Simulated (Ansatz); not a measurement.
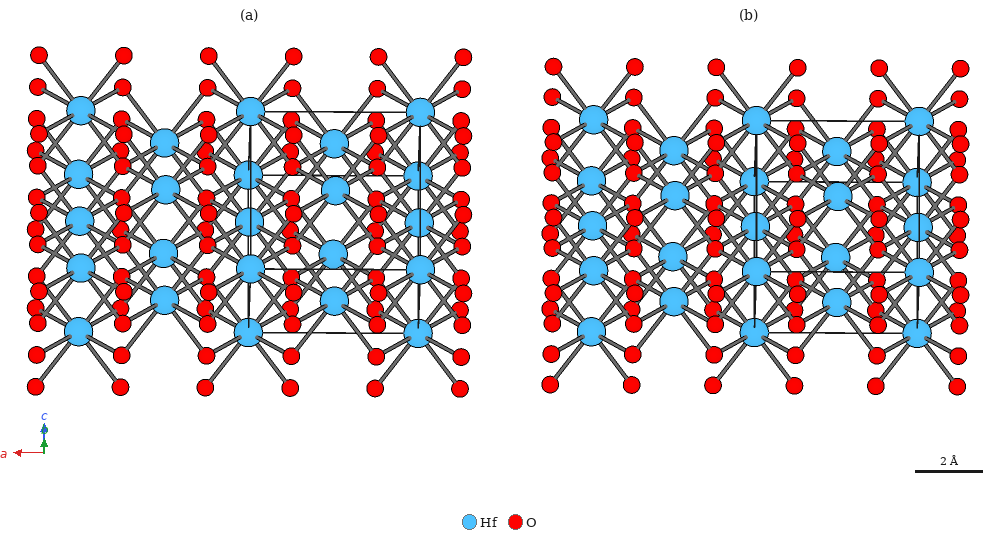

The structure of a crystal of HfO$_{2}$ (set up in Fm-3m) before (left) and after (right) a relaxation, at one scale.

A ball-and-stick model of the conventional cell (4 times the calculation's cell), repeated 2 × 1 × 1 with one cell outlined, seen from a free direction. Lengths and directions refer to the drawn axes.

Case: relaxed at 40 GPa.

Theory: Ansatz, DFT PBE, scalar-relativistic, plane waves, PAW.

Input file:
```yaml
crystal:
  lattice:
    - [0.0, 2.5488057606, 2.5488057606]
    - [2.5488057606, 0.0, 2.5488057606]
    - [2.5488057606, 2.5488057606, 0.0]
  atoms:
    - { symbol: Hf, position: [0.0, 0.0, 0.0] }
    - { symbol: O, position: [0.25, 0.25, 0.25] }
    - { symbol: O, position: [0.75, 0.75, 0.75] }
basis:
  ecutwfc: 420
kpoints:
  mp_grid: { grid: [8, 8, 8] }
hamiltonian:
  xc: pbe
scf:
  occupations: { method: fixed }
output:
  forces: true
  stress: true
  eigenvalues: true
relax:
  adjacent_minimum: "off"
  f_tol: 0.001
  max_steps: 60
  cell: { stress_tol: 0.02, p_target: 40.0 }
```

Run as
```bash
ansatz run input.yaml --threads 1 --pin off --max-ram 3072MiB --backend cpu --events-out ev --progress --plain --runs-dir out
```

What changed between the two?

Answer. Over 5 accepted moves (7 points after the start) the energy rises by 145 meV per atom. With the target pressure of 40 GPa, the enthalpy E + pV changes by −179 meV per atom. All forces vanish by symmetry, so only the cell relaxes. Pressure: −0.01 GPa at the start and 40.00 GPa at the end. The SCF was repeated twice at an unchanged geometry on a basis and grid sized afresh for the cell, which shifted the energy by 3.8 meV per atom at most. No atom moves by more than 0.005 Å relative to the cell. The drawn cell changes as follows: a = b = c 5.098 → 4.889 Å (−4.1 %); the volume changes by −11.8 %. Some distances before and after: Hf1–Hf1 3.605 → 3.457 Å, Hf1–O2 2.207 → 2.117 Å. The space group stays Fm-3m (No. 225). Cost: 4.7 s on 1 thread of AMD EPYC 9R45 96-Core Processor (Zen 5), on a shared host, peak memory 0.37 GiB.
